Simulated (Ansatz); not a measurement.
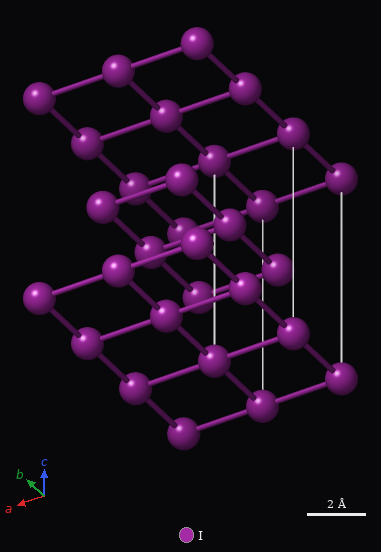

This is a symmetric starting cell of I. A ball-and-stick model of the conventional cell (2 times the calculation's cell), repeated 2 × 3 × 1 with one cell outlined, seen from a free direction. Lengths and directions refer to the drawn axes.

All numbers below come from DFT PBEsol, scalar-relativistic, plane waves, PAW (Ansatz 0.2.0). Settings: plane-wave cutoff 420 eV; k-point mesh 18 × 18 × 18; occupations gaussian; smearing width 0.1 eV; no spin polarisation.

Change: The cell is strained by −0.7 % along c and −2.2 % across it (volume −4.9 %), the atoms keeping their fractional coordinates. No relaxation follows. The starting cell wasn't computed here and needn't be at equilibrium, so pressure and forces aren't due to the change alone.

Question: What does the calculation give for the changed structure?

Answer: Near-neighbour distances before and after: I–I 3.235 → 3.165 Å. The space group stays I4/mmm (No. 139). The pressure is 0.1 GPa (not all of it need come from the change, since the unchanged cell can be under pressure at this level too). The principal stresses (compression positive) are −0.6 GPa along c and 0.5 GPa across it. All forces vanish by symmetry.

Drawn alike, the variant:

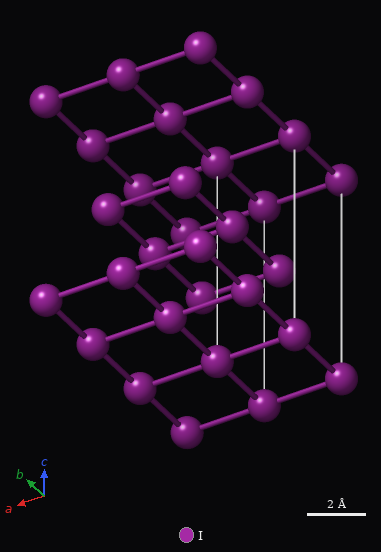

Limits of the set-up: an odd number of electrons was run without spin polarisation, which fails if the electron would localise.
